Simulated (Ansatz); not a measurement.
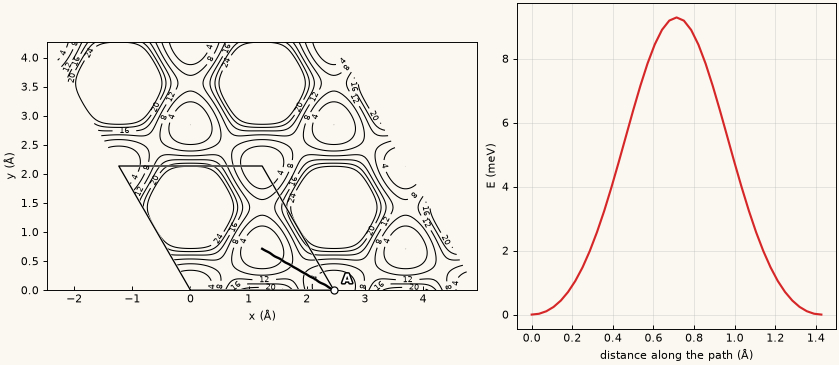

Si on a two-dimensional sheet of C (8 atoms of substrate and one adsorbate in a 2 × 2 cell). 
- Si is moved over the surface cell at a fixed height above a rigid substrate; the origin of the map has the adsorbate above C1; the height is held at 2.80 Å.
- Places are given modulo a cell vector. The map is drawn in real space over the plane of the surface.
- Grid: 6 × 6 points; 7 points were computed and 29 follow by symmetry.
- Places are given in fractions of the 1 × 1 surface cell.
- All energies are given in meV relative to the lowest grid point.
- At a fixed height the lowest place need not be the adsorption site.
- The calculation used DFT PBE+D3(BJ), scalar-relativistic, plane waves, PAW in Ansatz 0.2.0. Settings: cutoff 420 eV, k-mesh 6×6×1, gaussian smearing 0.1 eV, spin-polarised.

The picture shows contour lines labelled in meV (none above 24), a line along the lowest path, the outline of one cell of the 2 × 2 shown, the energy along the path at the right, the start A. Between grid points the surface is interpolated.

> Describe the path and its barrier.

The easiest path leads from the well at the top site over a surface C atom, (0/6, 0/6) of the cell vectors to a well of about the same depth at the top site over a surface C atom, (4/6, 2/6) of the cell vectors. Its highest point lies about 9.3 meV above the bottom of the first well on the interpolated surface, at a bridge site between two C atoms, (5/6, 1/6) of the cell vectors. This is the barrier on the constrained surface; relaxing the other coordinates would change it.

PAW datasets: the set soft_1.
